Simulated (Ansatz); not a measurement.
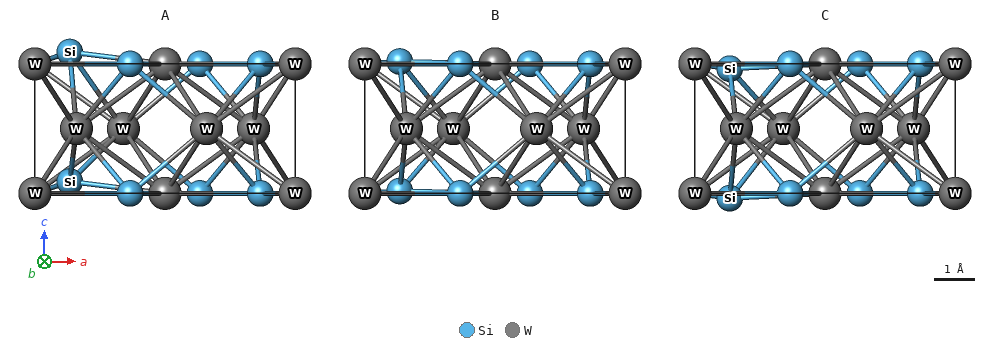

Frames of a one-coordinate scan of a crystal of Si₂W₃ (P4/mbm). A ball-and-stick model of the cell of the calculation, seen along the b axis.

Level of theory: DFT PBEsol, scalar-relativistic, plane waves, PAW in Ansatz 0.2.0. Settings: plane-wave cutoff 420 eV; k-point mesh 6 × 6 × 12; occupations gaussian; smearing width 0.15 eV; no spin polarisation. Energies (free energies at the smearing named) are counted from the relaxed crystal.

> What is being scanned?

A Si atom (one in each cell of 10 atoms) is moved towards the nearest copy of atom 1 (Si) at 3.275 Å, all else fixed. In the frames the displacement is −0.30 Å (A), −0.06 Å (B), 0.12 Å (C). Their energies are 598 meV/cell, 24 meV/cell, 96 meV/cell.
